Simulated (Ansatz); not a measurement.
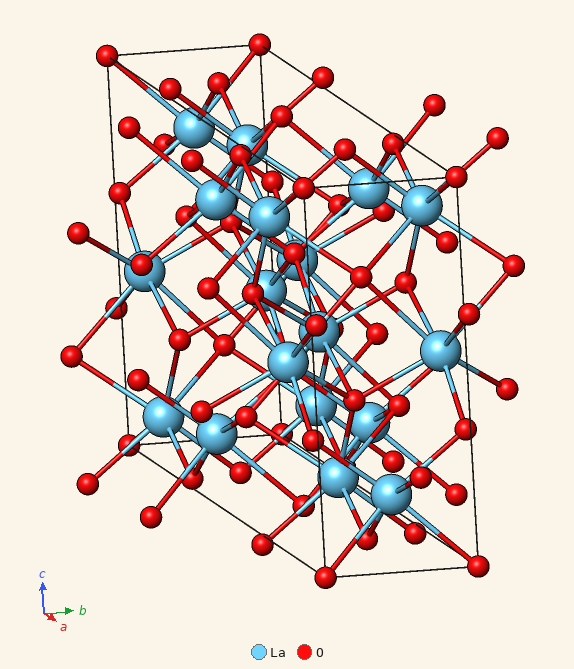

The crystal in a ball-and-stick representation, seen slightly off an axis. Atoms at the boundary of the conventional unit cell (the box) are drawn once for each face, edge or corner they touch. Some atoms of the next cells are drawn as well.

- Its composition is La2O3.
- It belongs to space group C2/m (No. 12) and has a base-centred monoclinic lattice.
- The cell comprises 6 formula units: 12 La, 18 O.
- Neighbours within bonding distance: La 6 to 7 (mean 6.7) and O 4 to 6 (mean 4.4).

The model was built from a structure listed in the Materials Project. Earlier steps of the study may have refined or changed the cell and positions. A calculation with Ansatz used it as input.
